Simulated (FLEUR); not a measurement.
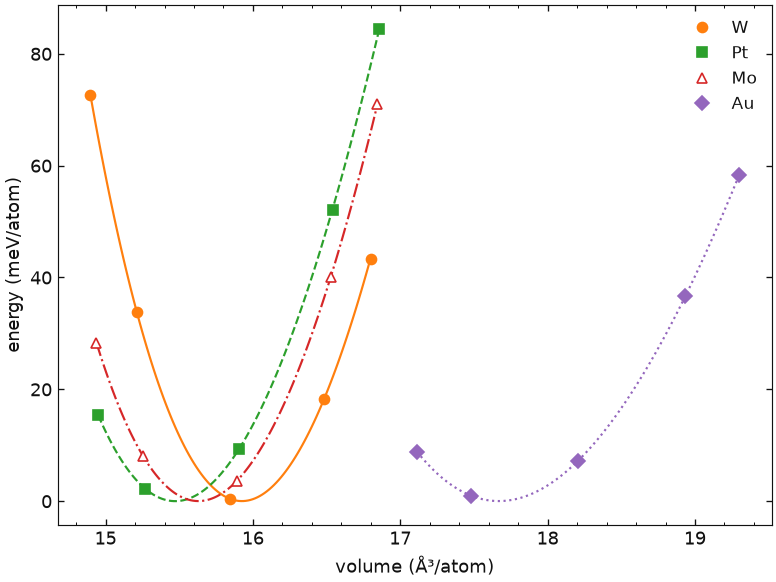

Method: all-electron LAPW DFT, no spin polarisation; energies at scaled volumes of the given cell, shape and fractions fixed, counted from the fit's minimum, third-order Birch-Murnaghan fit (FLEUR MaX-R8.1 (later development tree)). Level: r2SCAN.

- occupations: Fermi–Dirac
- smearing width: 0.05 eV
- potentials: all electron

Energy against volume, with one curve for each element, for Au, Mo, Pt and W (all in space group Im-3m (No. 229)).

Settings that differ: W: k mesh 12×12×12; Pt: k mesh 12×12×12; Mo: k mesh 12×12×12; Au: k mesh 11×11×11.

The fitted equilibrium volumes, smallest first, are Pt 15.472, Mo 15.630, W 15.925, Au 17.669 Å³/atom. The fitted bulk moduli, smallest first, are Au 151.0, Pt 260.3, Mo 274.1, W 315.9 GPa.

Keep in mind: spin-orbit coupling left out, heavy elements (Pt, Au).
